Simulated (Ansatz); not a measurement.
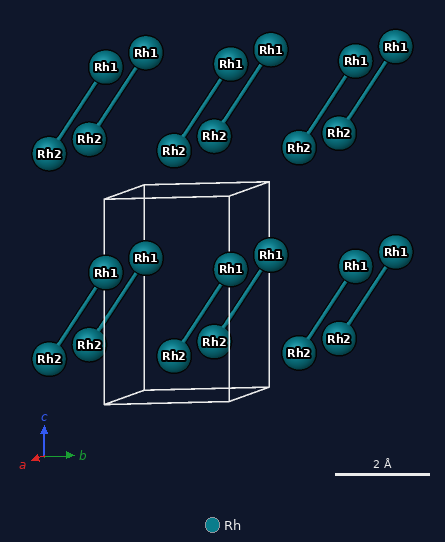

The input geometry of the first run (ball-and-stick view of the cell of the calculation, repeated 2 × 2 × 2, seen slightly off an axis; atoms are numbered from 1 in the order of the input). An atom can appear more than once, as a periodic image.

## Two runs on Rh

System: Rh (C2/m, 2 atoms in the cell).
Method of the first run: DFT PBEsol, scalar-relativistic, plane waves, PAW, no spin polarisation (Ansatz 0.2.0).

The structure derives from a Materials Project entry. Text and figures count atoms from 1; the logs count them from 0 in places.

### Input, the first run
```yaml
crystal:
  lattice:
    - [2.7309790422, 0.0, 0.0]
    - [-1.3654895211, 2.3650972278, 0.0]
    - [0.0, 0.0, 4.428489]
  atoms:
    - { symbol: Rh, position: [0.6032443269, 0.2064886538, 0.6822568036] }
    - { symbol: Rh, position: [0.3333333333, 0.6666666667, 0.25] }
basis:
  ecutwfc: 420
kpoints:
  mp_grid: { grid: [18, 18, 12] }
hamiltonian:
  xc: pbesol
scf:
  occupations: { method: gaussian, width: 0.15 }
output:
  forces: true
  stress: true
  eigenvalues: true
```

Launched with:
```bash
ansatz run input.yaml --threads 1 --pin off --max-ram 2560MiB --backend cpu --events-out ev --progress --plain --runs-dir out
```

Hardware: 1 thread of Intel Xeon @ 2.70GHz, 189 GiB of memory available, shared host.

### Output, shortened to warnings, some set-up lines, iterations and results (the first run)
```
Basis set: ecut = 420 eV, 573 PW (Γ), exchange–correlation on 40×40×60 points (8 copies of the dense FFT grid, shifted against one another)
Symmetry: 4 space group operations
k-points: 1037 of 3888
Initial density: superposition of atomic densities (neutral atoms: chi_scale 0, normalization atom), corrected by the library's trained network
[...]
SCF iter   1: F=—  HF=-12676.705162 eV  |F-HF|=—  |Δ(HF+E_count)|=         —  Δρ=1.39e-2  dr2=2.92e-2  ethr=1.77e-3  ⟨swp⟩=5.0  Hψ=85876  notcnv=0
SCF iter   2: F=—  HF=-12676.701108 eV  |F-HF|=—  |Δ(HF+E_count)|=   4.05e-3  Δρ=7.02e-3  dr2=7.84e-3  ethr=8.59e-5  ⟨swp⟩=1.6  Hψ=35211  notcnv=0
SCF iter   3: F=—  HF=-12676.699005 eV  |F-HF|=—  |Δ(HF+E_count)|=   2.10e-3  Δρ=5.32e-4  dr2=3.32e-5  ethr=2.31e-5  ⟨swp⟩=2.0  Hψ=30787  notcnv=0
SCF iter   4: F=—  HF=-12676.699035 eV  |F-HF|=—  |Δ(HF+E_count)|=   2.96e-5  Δρ=3.19e-4  dr2=1.52e-5  ethr=9.75e-8  ⟨swp⟩=2.0  Hψ=38052  notcnv=0
SCF iter   5: F=—  HF=-12676.699031 eV  |F-HF|=—  |Δ(HF+E_count)|=   3.93e-6  Δρ=6.30e-5  dr2=1.62e-6  ethr=4.47e-8  ⟨swp⟩=2.0  Hψ=31060  notcnv=0
SCF iter   6: F=—  HF=-12676.699030 eV  |F-HF|=—  |Δ(HF+E_count)|=   2.97e-7  Δρ=2.81e-5  dr2=2.28e-7  ethr=4.78e-9  ⟨swp⟩=2.0  Hψ=31008  notcnv=0
SCF iter   7: F=-12676.699030 eV  HF=-12676.699030 eV  |F-HF|=1.72e-9  |Δ(HF+E_count)|=   3.99e-8  Δρ=7.51e-6  dr2=6.02e-9  ethr=2.94e-10  ⟨swp⟩=4.2  Hψ=73718  notcnv=0
SCF 1 converged in 7 iterations: F = -12676.699030 eV  dr2 = 6.02e-9
SCF converged after 7 iterations
Free energy (F): -12676.699030 eV
Harris-Foulkes:  -12676.699030 eV  (|F-HF|=1.72e-9)
Internal energy: -12676.658117 eV  (E = F + TS)
E sigma→0 (E₀):  -12676.678574 eV
Entropy (-TS):   -0.040913 eV (-20.457 meV/atom)
Fermi energy:    21.322966 eV
--- Per-component energies (eV) ---
  E_band       = -209.870662
  E_kinetic    = 1147.374858
  E_local      = -3384.937534  (includes V_loc(G=0)·N_el)
  E_nonlocal   = 714.349237
  E_hartree    = 1206.550272
  E_xc         = -440.910561
  E_vxc        = -555.509267  (∫ρ·V_xc dr)
  E_paw        = -7048.325036  (= ΣΔE_a)
  E_vpaw       = -544.248777  (= ΣTr[D̂ρ^β])
  E_aug_tail   = 0.001683  (compensation charges beyond the density's cutoff)
  E_ewald      = -4871.313435
  E_core_change = 0.552399  (= ΣΔE_core)
  E_smearing   = -0.040913  (= −TS)
  E_closure    = 0.000000  (closes the sum)
  Σ components = -12676.699030   (vs F -12676.699030, Δ=0.00e0)
--- Forces (eV/Å), atoms counted from 1 ---
  atom   1  Rh     0.00000000     1.75518132     3.47381479
  atom   2  Rh     0.00000000    -1.75518132    -3.47381479
  max |Σ_I F_I| component: 0.00e0 eV/Å
--- Stress (GPa, compression-positive) ---
       -8.703617       0.000000       0.000000
        0.000000       5.837514      15.390880
        0.000000      15.390895      11.393067
  P = ⅓ Tr σ = 2.8423 GPa (28.423 kbar)
```

For the second run the input was changed thus:
```diff
-    - { symbol: Rh, position: [0.6032443269, 0.2064886538, 0.6822568036] }
+    - { symbol: Rh, position: [0.6349554968, 0.2699109936, 0.7161284018] }
```

Predict how the results change.

With the same functional and potentials, the second run lies 258.5 meV per atom lower. The pressure goes from 2.84 to −9.80 GPa. The largest force goes from 3.892 to 1.518 eV/Å. The SCF takes 6 iterations against 7.

### Output, shortened to warnings, some set-up lines, iterations and results (the second run)
```
Basis set: ecut = 420 eV, 573 PW (Γ), exchange–correlation on 40×40×60 points (8 copies of the dense FFT grid, shifted against one another)
Symmetry: 4 space group operations
k-points: 1037 of 3888
Initial density: superposition of atomic densities (neutral atoms: chi_scale 0, normalization atom), corrected by the library's trained network
[...]
SCF iter   1: F=—  HF=-12677.222939 eV  |F-HF|=—  |Δ(HF+E_count)|=         —  Δρ=1.29e-2  dr2=3.17e-2  ethr=1.77e-3  ⟨swp⟩=4.7  Hψ=81950  notcnv=0
SCF iter   2: F=—  HF=-12677.218609 eV  |F-HF|=—  |Δ(HF+E_count)|=   4.33e-3  Δρ=6.71e-3  dr2=8.82e-3  ethr=9.33e-5  ⟨swp⟩=1.4  Hψ=34063  notcnv=0
SCF iter   3: F=—  HF=-12677.216032 eV  |F-HF|=—  |Δ(HF+E_count)|=   2.58e-3  Δρ=5.30e-4  dr2=7.58e-5  ethr=2.59e-5  ⟨swp⟩=2.0  Hψ=30729  notcnv=0
SCF iter   4: F=—  HF=-12677.216097 eV  |F-HF|=—  |Δ(HF+E_count)|=   6.46e-5  Δρ=4.92e-4  dr2=1.83e-4  ethr=2.23e-7  ⟨swp⟩=2.1  Hψ=38744  notcnv=0
SCF iter   5: F=—  HF=-12677.216050 eV  |F-HF|=—  |Δ(HF+E_count)|=   4.70e-5  Δρ=8.52e-5  dr2=1.24e-6  ethr=2.23e-7  ⟨swp⟩=2.0  Hψ=31114  notcnv=0
SCF iter   6: F=-12677.216049 eV  HF=-12677.216049 eV  |F-HF|=1.23e-8  |Δ(HF+E_count)|=   2.93e-7  Δρ=1.90e-5  dr2=3.22e-8  ethr=2.94e-10  ⟨swp⟩=5.4  Hψ=96005  notcnv=0
SCF 1 converged in 6 iterations: F = -12677.216049 eV  dr2 = 3.22e-8
SCF converged after 6 iterations
Free energy (F): -12677.216049 eV
Harris-Foulkes:  -12677.216049 eV  (|F-HF|=1.23e-8)
Internal energy: -12677.175572 eV  (E = F + TS)
E sigma→0 (E₀):  -12677.195811 eV
Entropy (-TS):   -0.040478 eV (-20.239 meV/atom)
Fermi energy:    21.247653 eV
--- Per-component energies (eV) ---
  E_band       = -208.023060
  E_kinetic    = 1144.516364
  E_local      = -3263.754149  (includes V_loc(G=0)·N_el)
  E_nonlocal   = 713.192264
  E_hartree    = 1148.011303
  E_xc         = -440.219008
  E_vxc        = -554.586117  (∫ρ·V_xc dr)
  E_paw        = -7047.736100  (= ΣΔE_a)
  E_vpaw       = -543.413207  (= ΣTr[D̂ρ^β])
  E_aug_tail   = 0.001668  (compensation charges beyond the density's cutoff)
  E_ewald      = -4931.740313
  E_core_change = 0.552399  (= ΣΔE_core)
  E_smearing   = -0.040478  (= −TS)
  E_closure    = 0.000000  (closes the sum)
  Σ components = -12677.216049   (vs F -12677.216049, Δ=0.00e0)
--- Forces (eV/Å), atoms counted from 1 ---
  atom   1  Rh     0.00000000     0.64223799     1.37588048
  atom   2  Rh     0.00000000    -0.64223799    -1.37588048
  max |Σ_I F_I| component: 0.00e0 eV/Å
--- Stress (GPa, compression-positive) ---
      -12.475815       0.000000       0.000000
        0.000000      -8.492193       3.401501
        0.000000       3.401497      -8.435886
  P = ⅓ Tr σ = -9.8013 GPa (-98.013 kbar)
```

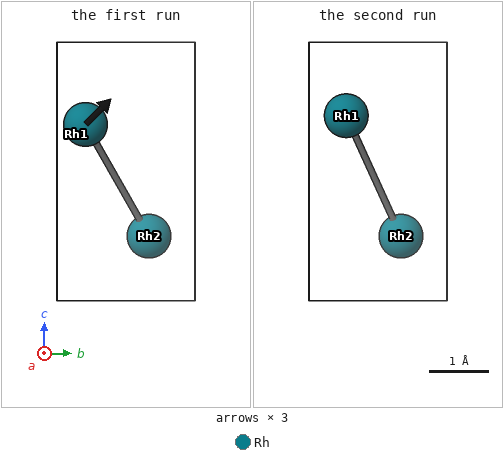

The two input geometries at one scale (ball-and-stick view of the cell of the calculation, along the a axis). The black arrows on the first give the shifts of the atoms relative to the cell, magnified 3 times. The atom that moves furthest is Rh1 (0.21 Å). The lattice vectors keep their values. Among the contacts that change: Rh1–Rh2 2.301 → 2.509 Å.

### The two runs side by side

| quantity | the first run | the second run |
| --- | --- | --- |
| outcome | converged | converged |
| free energy per atom (eV) | −6338.3495 | −6338.6080 |
| energy per atom, smearing taken to zero (eV) | −6338.3393 | −6338.5979 |
| gap on the mesh (eV) | 0.00 | 0.00 |
| pressure (GPa) | 2.84 | −9.80 |
| largest force (eV/Å) | 3.892 | 1.518 |
| SCF iterations | 7 | 6 |
| irreducible k-points | 1037 | 1037 |
| plane waves at Γ | 573 | 573 |
| wall time (shared host) | 22 s | 23 s |

For the second run: The cell is under a tension of 9.8 GPa at this level, so it is not at its equilibrium volume.
